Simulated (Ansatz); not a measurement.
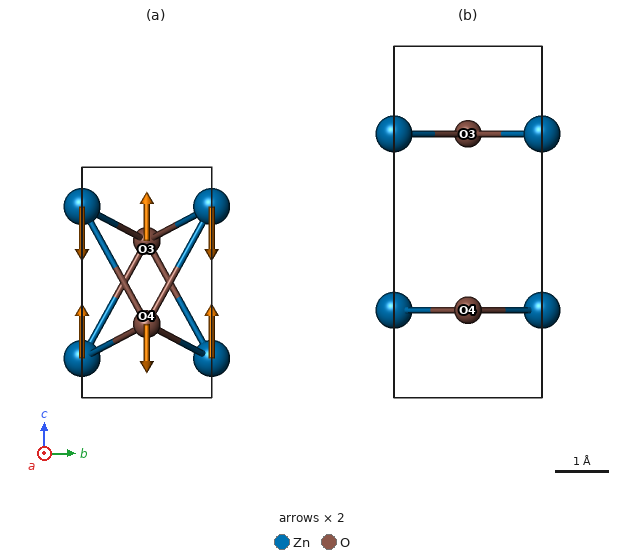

The structure of crystalline ZnO (a generated structure, set up in Pmma) (coarse preliminary run) before (left) and after (right) a relaxation, at one scale. The orange arrows give the displacements (the part carried along by the change of the cell is left out), magnified 2 times.

A ball-and-stick model of the cell of the calculation, seen along the a axis.

All numbers below come from DFT PBE, scalar-relativistic, plane waves, PAW in Ansatz 0.2.0. Set-up: plane-wave cutoff 420 eV; k-point mesh 4 × 8 × 4; occupations gaussian; smearing width 0.1 eV; no spin polarisation; cell and atoms relaxed; force threshold 0.04 eV/Å; at most 70 steps.

Q: Summarise the run.

A: The largest moves relative to the cell, 0.53 Å, are those of Zn atoms. Largest moves by element: Zn 0.53 Å, O 0.47 Å. Cell: a 4.063 → 2.877 Å (−29.2 %), b 2.481 → 2.833 Å (+14.2 %), c 4.414 → 6.728 Å (+52.4 %). Volume +23.2 %. Among the contacts that change: O–Zn 2.494 → 3.638 Å, O–Zn 2.570 → 3.662 Å, O–Zn 2.470 → 2.019 Å. The space group stays Pmma (No. 51). The energy falls by 977 meV per atom in 19 accepted moves (24 points after the start). The largest force component goes from 2.2 to 0.0033 eV/Å. Pressure: −7.66 GPa at the start and 0.05 GPa at the end. The SCF was repeated 5 times at an unchanged geometry on a basis and grid sized afresh for the cell, which shifted the energy by 44.0 meV per atom at most.

Limits of the set-up: the k-point mesh is coarse for a cell with partly filled bands.
